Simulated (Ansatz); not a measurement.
Geometry relaxation of GaSb

- system: GaSb (F-43m, 2 atoms in the cell)
- method: DFT r2SCAN, scalar-relativistic, plane waves, PAW, no spin polarisation (Ansatz 0.2.0)

The structure derives from an entry of the Crystallography Open Database. Figures and captions count atoms from 1; the log counts them from 0 in places.

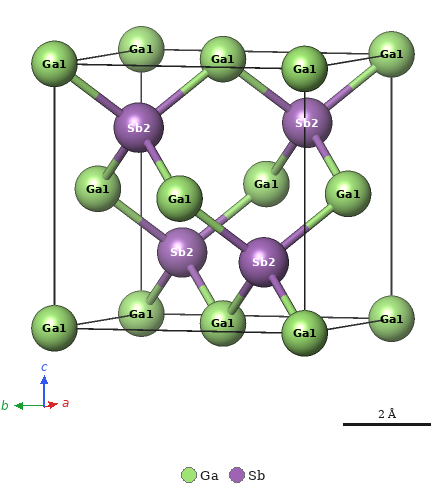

*The structure as given in the input (ball-and-stick view of the cell 4 times as large as that of the calculation, set on its symmetry axes, seen at an oblique angle; atoms are numbered from 1 in the order of the input). An atom can appear more than once, as a periodic image.*

Near neighbours in the periodic cell (some may lie outside the picture): Ga has 4 Sb at 2.65 Å; Sb has 4 Ga at 2.65 Å.

## Key numbers

```csv
quantity,value
outcome,converged
space group (tolerance 0.01 Å),F-43m (216)
electrons treated,28
free energy,−10289.8647 eV
Fermi energy,7.635 eV
gap on the k-point mesh,0.41 eV
pressure,0.00 GPa
final volume,57.65 Å³
largest force (length of the vector) at the end,under 0.001 eV/Å
final cell,"a = 4.336 Å, b = 4.336 Å, c = 4.336 Å, α = 60.00°, β = 60.00°, γ = 60.00°"
hardware,"1 thread of Intel Xeon (Granite Rapids), 32 GiB of memory available, shared host"
wall time,32 s
peak memory,0.59 GiB
```

## The input
```yaml
crystal:
  lattice:
    - [0.0, 3.059, 3.059]
    - [3.059, 0.0, 3.059]
    - [3.059, 3.059, 0.0]
  atoms:
    - { symbol: Ga, position: [0.0, 0.0, 0.0] }
    - { symbol: Sb, position: [0.75, 0.75, 0.75] }
basis:
  ecutwfc: 500
kpoints:
  mp_grid: { grid: [10, 10, 10] }
hamiltonian:
  xc: r2scan
scf:
  occupations: { method: gaussian, width: 0.02 }
output:
  forces: true
  stress: true
  eigenvalues: true
relax:
  adjacent_minimum: "off"
  f_tol: 0.005
  max_steps: 80
  cell: { stress_tol: 0.05 }
```

Command:
```bash
ansatz run input.yaml --threads 1 --pin off --max-ram 2560MiB --backend cpu --events-out ev --progress --plain --runs-dir out
```

## What the program printed
```
Engine: ansatz 0.2.0, x86_64-unknown-linux-gnu
Pseudopotentials: kind: paw
Pseudopotential: Ga, paw, valence charge 13, recommended cutoff 500 eV (meta_gga), Ga.paw.azcp
Pseudopotential: Sb, paw, valence charge 15, recommended cutoff 500 eV (meta_gga), Sb.paw.azcp
Functional definition: r2SCAN
  parameter k0 = 0.174
  parameter k1 = 0.065
  parameter a1 = 4.9479
  exchange = r2scan_x(k0 = k0, k1 = k1, a1 = a1)
  correlation = r2scan_c
Crystal: 2 atoms, lattice volume = 57.249 Å³
Basis set: ecut = 500 eV, 1459 PW (Γ), exchange–correlation on 128×128×128 points (64 copies of the dense FFT grid, shifted against one another)
Bands: 18, of which v1, the nominal top of the filled ones, is band 14 counted from 1 (13 counted from 0)
Symmetry: 24 space group operations
Space group: F-43m (ITA 216), of the structure as read, at distance tolerance 3.9e-5 Å
k-points: 47 of 1000 (time reversal used)
Non-local potential: Ga, projectors of the file, l = 0: 2, l = 1: 2, l = 2: 3, l = 3: 1
Non-local potential: Sb, projectors of the file, l = 0: 2, l = 1: 2, l = 2: 2, l = 3: 2
PAW form: soft (Blöchl's): semilocal exchange-correlation on the pseudo side does not see the compensation charge
PAW frozen core: Ga, regenerated for the run's functional (the file was generated under x = pbe(κ = 0.804, μ = 0.2195149727645171), c = pbe(β = 0.06672455060314922))
PAW frozen core: Sb, regenerated for the run's functional (the file was generated under x = pbe(κ = 0.804, μ = 0.2195149727645171), c = pbe(β = 0.06672455060314922))
PAW one-centre angular grid: Ga, 590 points (default); XC on 160 Gauss nodes
PAW one-centre angular grid: Sb, 590 points (default); XC on 160 Gauss nodes
Initial density: superposition of atomic densities (neutral atoms: chi_scale 0, normalization atom), corrected by the library's trained network
Initial wavefunctions: pseudopotential atomic-orbital guess
Functional: x = r2scan, c = r2scan; τ floored in thin density (d = 2e-4 eV/Å³)
SCF iter   1: F=—  HF=-10289.856603 eV  |F-HF|=—  |Δ(HF+E_count)|=         —  Δρ=7.61e-3  dr2=1.46e-2  dr2_τ=3.22e-3  ethr=1.77e-3  ⟨swp⟩=6.2  Hψ=4543  notcnv=0
preconditioner: auto → none  [insulator: Δε(μ)=0.391 eV  Ē_g=15.388 eV  σ=0.020 eV  W_gap=1.00  n_scr=14 (ndim 8)  ℏωp=20.8 eV  f_vac=0.094  D(μ)=0.00/eV (n_scr^D=0)  ε∞_Penn≈2.8]
SCF iter   2: F=—  HF=-10289.864676 eV  |F-HF|=—  |Δ(HF+E_count)|=   8.07e-3  Δρ=1.99e-3  dr2=1.93e-3  dr2_τ=3.79e-5  ethr=5.21e-5  ⟨swp⟩=3.0  Hψ=1969  notcnv=0
SCF iter   3: F=—  HF=-10289.864025 eV  |F-HF|=—  |Δ(HF+E_count)|=   6.52e-4  Δρ=1.60e-3  dr2=4.87e-4  dr2_τ=6.91e-6  ethr=6.91e-6  ⟨swp⟩=2.0  Hψ=1457  notcnv=0
SCF iter   4: F=—  HF=-10289.864245 eV  |F-HF|=—  |Δ(HF+E_count)|=   2.20e-4  Δρ=2.59e-4  dr2=1.38e-5  dr2_τ=5.42e-7  ethr=1.74e-6  ⟨swp⟩=2.7  Hψ=1043  notcnv=0
SCF iter   5: F=—  HF=-10289.864247 eV  |F-HF|=—  |Δ(HF+E_count)|=   2.69e-6  Δρ=2.53e-5  dr2=5.06e-7  dr2_τ=4.64e-9  ethr=4.93e-8  ⟨swp⟩=2.9  Hψ=1486  notcnv=0
SCF iter   6: F=-10289.864247 eV  HF=-10289.864247 eV  |F-HF|=3.62e-9  |Δ(HF+E_count)|=   9.29e-8  Δρ=6.84e-6  dr2=1.59e-8  dr2_τ=3.91e-10  ethr=3.57e-10  ⟨swp⟩=6.8  Hψ=3907  notcnv=0
SCF 1 converged in 6 iterations: F = -10289.864247 eV  dr2 = 1.59e-8
  greatest PAW one-centre occupation: 0.993 electrons in one spin orbital (limit 2), on the Ga atom at site 0 (counted from 0), in its partial waves of l = 2
relax step   1: F+E_penalty+E_count = -10289.86424717 eV  Δ(F+E_penalty+E_count) = +0.000e0 eV  max|allowed force component| = 1.573e-16 eV/Å  Δτ_max = 0.0000 Å  P = +0.380 GPa  Ω = 57.249 Å³  (6 SCF iters, dr2 threshold 1.00e-7 eV, accepted)
Crystal: 2 atoms, lattice volume = 57.811 Å³
Initial density: handed on by an earlier stage of this run
Initial wavefunctions: those handed on with the density
iter 1 solved again at ethr=4.60e-7 eV; its pass at ethr=3.10e-3 eV (dr2=1.29e-4 eV) is discarded
SCF iter   1: F=—  HF=-10289.863312 eV  |F-HF|=—  |Δ(HF+E_count)|=         —  Δρ=3.00e-4  dr2=8.90e-5  dr2_τ=4.00e-4  ethr=4.60e-7  ⟨swp⟩=3.1  Hψ=5441  notcnv=0
preconditioner: auto → none  [insulator: Δε(μ)=0.408 eV  Ē_g=15.193 eV  σ=0.020 eV  W_gap=1.00  n_scr=14 (ndim 8)  ℏωp=20.7 eV  f_vac=0.093  D(μ)=0.00/eV (n_scr^D=0)  ε∞_Penn≈2.9]
SCF iter   2: F=—  HF=-10289.864532 eV  |F-HF|=—  |Δ(HF+E_count)|=   1.22e-3  Δρ=1.93e-4  dr2=2.21e-5  dr2_τ=2.21e-7  ethr=3.18e-7  ⟨swp⟩=3.0  Hψ=2081  notcnv=0
SCF iter   3: F=—  HF=-10289.864536 eV  |F-HF|=—  |Δ(HF+E_count)|=   3.77e-6  Δρ=9.55e-5  dr2=3.83e-6  dr2_τ=6.99e-8  ethr=7.90e-8  ⟨swp⟩=2.0  Hψ=1258  notcnv=0
SCF iter   4: F=—  HF=-10289.864537 eV  |F-HF|=—  |Δ(HF+E_count)|=   1.43e-6  Δρ=2.33e-5  dr2=1.54e-7  dr2_τ=9.96e-9  ethr=7.14e-10  ⟨swp⟩=3.6  Hψ=4095  notcnv=0
SCF iter   5: F=-10289.864537 eV  HF=-10289.864537 eV  |F-HF|=1.63e-9  |Δ(HF+E_count)|=   1.10e-7  Δρ=4.85e-6  dr2=7.07e-9  dr2_τ=3.04e-10  ethr=5.49e-10  ⟨swp⟩=5.8  Hψ=3677  notcnv=0
SCF 2 converged in 5 iterations: F = -10289.864537 eV  dr2 = 7.07e-9
relax step   2: F+E_penalty+E_count = -10289.86453692 eV  Δ(F+E_penalty+E_count) = -2.898e-4 eV  max|allowed force component| = 3.816e-17 eV/Å  Δτ_max = 0.0000 Å  P = -0.150 GPa  Ω = 57.811 Å³  energy of the carried Pulay correction = -1.056e-4 eV  (5 SCF iters, dr2 threshold 2.00e-7 eV, accepted)
Crystal: 2 atoms, lattice volume = 57.651 Å³
iter 1 solved again at ethr=3.80e-8 eV; its pass at ethr=3.10e-3 eV (dr2=1.06e-5 eV) is discarded
SCF iter   1: F=—  HF=-10289.864547 eV  |F-HF|=—  |Δ(HF+E_count)|=         —  Δρ=8.34e-5  dr2=6.96e-6  dr2_τ=3.21e-5  ethr=3.80e-8  ⟨swp⟩=2.8  Hψ=5272  notcnv=0
preconditioner: auto → none  [insulator: Δε(μ)=0.408 eV  Ē_g=15.213 eV  σ=0.020 eV  W_gap=1.00  n_scr=14 (ndim 8)  ℏωp=20.7 eV  f_vac=0.089  D(μ)=0.00/eV (n_scr^D=0)  ε∞_Penn≈2.9]
SCF iter   2: F=—  HF=-10289.864642 eV  |F-HF|=—  |Δ(HF+E_count)|=   9.56e-5  Δρ=5.39e-5  dr2=1.74e-6  dr2_τ=1.69e-8  ethr=2.49e-8  ⟨swp⟩=3.0  Hψ=1900  notcnv=0
SCF iter   3: F=—  HF=-10289.864643 eV  |F-HF|=—  |Δ(HF+E_count)|=   2.65e-7  Δρ=2.68e-5  dr2=3.00e-7  dr2_τ=5.36e-9  ethr=6.23e-9  ⟨swp⟩=2.0  Hψ=1257  notcnv=0
SCF iter   4: F=-10289.864643 eV  HF=-10289.864643 eV  |F-HF|=2.63e-8  |Δ(HF+E_count)|=   1.04e-7  Δρ=6.54e-6  dr2=1.21e-8  dr2_τ=7.86e-10  ethr=2.00e-10  ⟨swp⟩=3.3  Hψ=3849  notcnv=0
SCF 3 converged in 4 iterations: F = -10289.864643 eV  dr2 = 1.21e-8
relax step   3: F+E_penalty+E_count = -10289.86464271 eV  Δ(F+E_penalty+E_count) = -1.058e-4 eV  max|allowed force component| = 6.361e-17 eV/Å  Δτ_max = 0.0000 Å  P = -0.002 GPa  Ω = 57.651 Å³  energy of the carried Pulay correction = -7.561e-5 eV  (4 SCF iters, dr2 threshold 5.59e-8 eV, accepted)
Initial wavefunctions: pseudopotential atomic-orbital guess (no wavefunctions were taken with the density)
iter 1 solved again at ethr=3.48e-7 eV; its pass at ethr=3.10e-3 eV (dr2=9.76e-5 eV) is discarded
SCF iter   1: F=—  HF=-10289.864676 eV  |F-HF|=—  |Δ(HF+E_count)|=         —  Δρ=7.75e-5  dr2=6.29e-8  dr2_τ=1.17e-8  ethr=3.48e-7  ⟨swp⟩=3.0  Hψ=6619  notcnv=0
eigensolver tolerance schedule: the retry pair's looser diagonalisation over-reported the residual by 1550.74 of it (diagonalisation noise at 0.21 of the residual, at the tolerance the schedule requests for it); recorded, not acted on — ethr = c·dr2/N_el stays at c = 1.0e-1
preconditioner: auto → none  [insulator: Δε(μ)=0.412 eV  Ē_g=15.211 eV  σ=0.020 eV  W_gap=1.00  n_scr=14 (ndim 8)  ℏωp=20.7 eV  f_vac=0.089  D(μ)=0.00/eV (n_scr^D=0)  ε∞_Penn≈2.9]
SCF iter   2: F=—  HF=-10289.864713 eV  |F-HF|=—  |Δ(HF+E_count)|=   3.65e-5  Δρ=3.93e-5  dr2=3.12e-8  dr2_τ=1.92e-7  ethr=2.25e-10  ⟨swp⟩=2.6  Hψ=1582  notcnv=0
SCF iter   3: F=—  HF=-10289.864716 eV  |F-HF|=—  |Δ(HF+E_count)|=   3.61e-6  Δρ=1.78e-5  dr2=4.12e-9  dr2_τ=4.03e-8  ethr=1.11e-10  ⟨swp⟩=2.0  Hψ=1269  notcnv=0
SCF iter   4: F=—  HF=-10289.864718 eV  |F-HF|=—  |Δ(HF+E_count)|=   1.32e-6  Δρ=1.42e-6  dr2=1.79e-10  dr2_τ=2.00e-10  ethr=1.47e-11  ⟨swp⟩=2.6  Hψ=1298  notcnv=0
SCF iter   5: F=-10289.864718 eV  HF=-10289.864718 eV  |F-HF|=8.00e-11  |Δ(HF+E_count)|=   1.32e-8  Δρ=1.44e-7  dr2=5.00e-12  dr2_τ=1.05e-12  ethr=1.00e-12  ⟨swp⟩=5.1  Hψ=4437  notcnv=0
SCF 4 converged in 5 iterations: F = -10289.864718 eV  dr2 = 5.00e-12
relax step   4: F+E_penalty+E_count = -10289.86471770 eV  Δ(F+E_penalty+E_count) = -7.499e-5 eV  max|allowed force component| = 4.742e-17 eV/Å  Δτ_max = 0.0000 Å  P = -0.001 GPa  Ω = 57.651 Å³  stress off target by 7.14e-4 GPa  SCF on the basis re-selected at this cell (its energy is not comparable with the rows above)  (5 SCF iters)
```

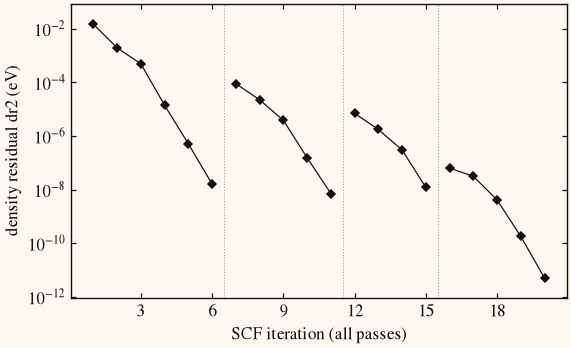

*Convergence of the self-consistent field: density residual dr2 against the SCF iteration. The dotted lines part the SCF passes of the relaxation: geometry steps, rejected trials and re-solves on a re-selected basis.*

The passes take 6, 5, 4 and 5 iterations.

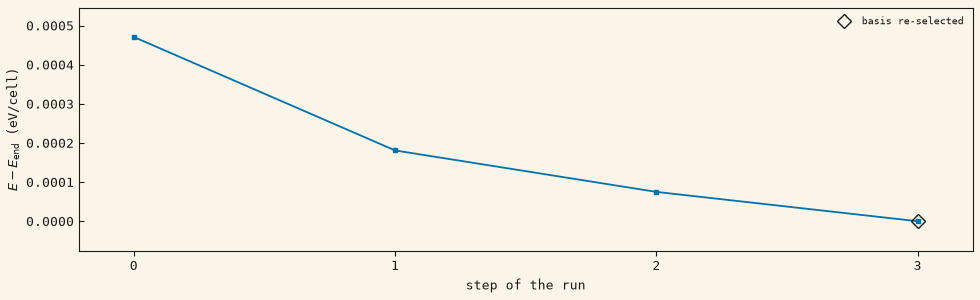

*Progress of the relaxation, step by step (the first geometry is step 0 here and step 1 in the log).*

No atom moves by more than 0.005 Å relative to the cell. The volume changes by +0.7 %, with a = b = c 6.118 → 6.132 Å (+0.2 %). Among the contacts that change: Ga1–Sb2 2.649 → 2.655 Å. The space group stays F-43m (No. 216). Over 2 geometry steps the energy falls by 0.4 meV per cell of the calculation. All forces vanish by symmetry, so only the cell relaxes. The pressure goes from 0.38 to 0.00 GPa. A last SCF at the same geometry on a re-selected plane-wave basis shifts the energy by −0.1 meV per cell of the calculation. (Atoms are counted from 1 in the order of the input.)

```
basis re-selected at this cell: Δ(F+E_penalty+E_count) = -7.499e-5 eV, ΔP = +0.001 GPa vs the last step (what re-selecting the basis moved, of the pressure what is left beyond the Pulay correction that the steps carried, after the strain that the cell walked since its last selection, with what the two solves' SCF thresholds leave and, on support functions, any second-order correction that the steps lacked; it is no measure of the basis error at this ecutwfc). This SCF's stress stands 7.14e-4 GPa from its target on what of the cell is left free (relax.cell.stress_tol is 5.00e-2 GPa) and its largest allowed force component is 4.74e-17 eV/Å (relax.f_tol is 5.00e-3 eV/Å): within both
SCF converged after 5 iterations
Free energy (F): -10289.864718 eV
Harris-Foulkes:  -10289.864718 eV  (|F-HF|=8.00e-11)
Internal energy: -10289.864718 eV  (E = F + TS)
E sigma→0 (E₀):  -10289.864718 eV
Fermi energy:    7.634677 eV
--- Per-component energies (eV) ---
  E_band       = -281.789782
  E_kinetic    = 321.367390
  E_local      = -3926.269263  (includes V_loc(G=0)·N_el)
  E_nonlocal   = 790.219094
  E_hartree    = 1808.796635
  E_xc         = -189.229812
  E_vxc        = -161.629770  (∫ρ·V_xc dr)
  E_paw        = -6606.496923  (= ΣΔE_a)
  E_vpaw       = -933.134311  (= ΣTr[D̂ρ^β])
  E_aug_tail   = -0.000037  (compensation charges beyond the density's cutoff)
  E_vtau       = 10.063921  (kinetic-family band-sum trace: ∫τ·v_τ [+ j·A + Jᵃ·Aᵃ] dr)
  E_ewald      = -2488.104770
  E_core_change = -0.147033  (= ΣΔE_core)
  E_smearing   = -0.000000  (= −TS)
  E_closure    = 0.000000  (closes the sum)
  Σ components = -10289.864718   (vs F -10289.864718, Δ=0.00e0)
--- Forces (eV/Å), atoms counted from 1 ---
  atom   1  Ga    -0.00000000    -0.00000000     0.00000000
  atom   2  Sb     0.00000000     0.00000000    -0.00000000
  max |Σ_I F_I| component: 6.94e-18 eV/Å
--- Stress (GPa, compression-positive) ---
       -0.000714      -0.000000       0.000000
        0.000000      -0.000714       0.000000
        0.000000       0.000000      -0.000714
  P = ⅓ Tr σ = -0.0007 GPa (-0.007 kbar)
--- Band table (eV; the first three rows and the last of 47) ---
  k-point 0: bands = ["-22.0568", "-22.0568", "-22.0568", "-22.0324", "-22.0324", "-8.0350", "-8.0350", "-8.0350", "-7.9796", "-7.9796", "-4.4473", "7.4279", "7.4279", "7.4279", "7.8404", "10.4231", "10.4231", "10.4231"]
  k-point 1: bands = ["-22.0568", "-22.0565", "-22.0565", "-22.0323", "-22.0323", "-8.0379", "-8.0336", "-8.0336", "-7.9797", "-7.9797", "-4.3396", "5.9110", "7.2514", "7.2514", "8.6798", "10.6679", "10.6679", "10.8722"]
  k-point 2: bands = ["-22.0565", "-22.0557", "-22.0557", "-22.0321", "-22.0321", "-8.0456", "-8.0303", "-8.0303", "-7.9801", "-7.9801", "-4.0261", "4.1652", "6.8855", "6.8855", "8.6504", "11.1439", "11.1439", "12.2422"]
  k-point 46: bands = ["-22.0569", "-22.0533", "-22.0501", "-22.0331", "-22.0300", "-8.0779", "-8.0141", "-8.0098", "-7.9868", "-7.9796", "-1.8315", "0.5587", "4.0509", "4.2605", "10.8306", "11.1485", "13.2190", "13.2339"]
--- Relaxed structure (3 steps of the walk, 3 accepted, 1 SCFs on fresh bases) ---
  F+E_penalty+E_count = -10289.86471770 eV   max|allowed force component| = 4.742e-17 eV/Å   (the final SCF, on the basis selected at the relaxed cell)
  cell:  # Å, volume = 57.6514 Å³
    - [2.3183942749674936e-33, 3.0661484738654097, 3.0661484738654097]
    - [3.0661484738654097, 1.5082301217370946e-32, 3.0661484738654097]
    - [3.0661484738654097, 3.0661484738654097, 1.2483661480594195e-32]
  atoms:
    - { symbol: Ga, position: [1.570707412828072e-33, -1.4395418668716567e-33, -1.582512311964149e-33] }
    - { symbol: Sb, position: [0.7499999999999999, 0.7499999999999999, 0.7499999999999999] }
```

## Trajectory as extended XYZ (Å, eV, eV/Å), 4 frames, from step=1 to step=4
```
2
Lattice="0.0000 3.0590 3.0590 3.0590 0.0000 3.0590 3.0590 3.0590 0.0000" Properties=species:S:1:pos:R:3:forces:R:3 step=1 energy=-10289.86425 pressure_GPa=0.38
Ga    0.0000    0.0000    0.0000    0.0000   0.0000   0.0000
Sb    4.5885    4.5885    4.5885    0.0000   0.0000   0.0000
2
Lattice="0.0000 3.0690 3.0690 3.0690 0.0000 3.0690 3.0690 3.0690 0.0000" Properties=species:S:1:pos:R:3:forces:R:3 step=2 energy=-10289.86454 pressure_GPa=-0.15
Ga    0.0000    0.0000    0.0000    0.0000   0.0000   0.0000
Sb    4.6035    4.6035    4.6035    0.0000   0.0000   0.0000
2
Lattice="0.0000 3.0661 3.0661 3.0661 0.0000 3.0661 3.0661 3.0661 0.0000" Properties=species:S:1:pos:R:3:forces:R:3 step=3 energy=-10289.86464 pressure_GPa=-0.00
Ga    0.0000    0.0000    0.0000    0.0000   0.0000   0.0000
Sb    4.5992    4.5992    4.5992    0.0000   0.0000   0.0000
2
Lattice="0.0000 3.0661 3.0661 3.0661 0.0000 3.0661 3.0661 3.0661 0.0000" Properties=species:S:1:pos:R:3:forces:R:3 step=4 energy=-10289.86472 pressure_GPa=-0.00
Ga    0.0000    0.0000    0.0000    0.0000   0.0000   0.0000
Sb    4.5992    4.5992    4.5992    0.0000   0.0000   0.0000
```

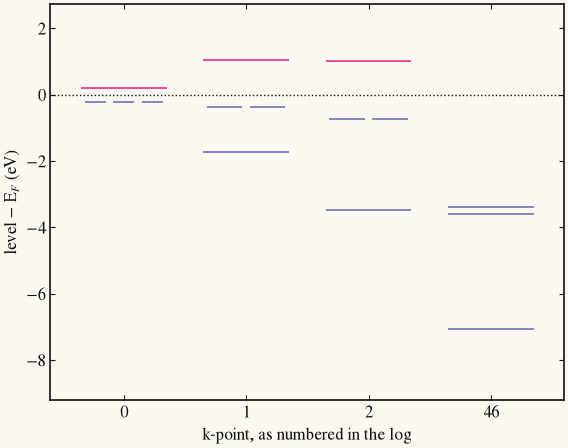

*Kohn–Sham levels near the Fermi level (dotted) at the few k-points that the log prints; levels within 0.02 eV of each other stand side by side.*

Among these points the highest filled and lowest empty levels are 0.41 eV apart, which is the gap on the mesh.
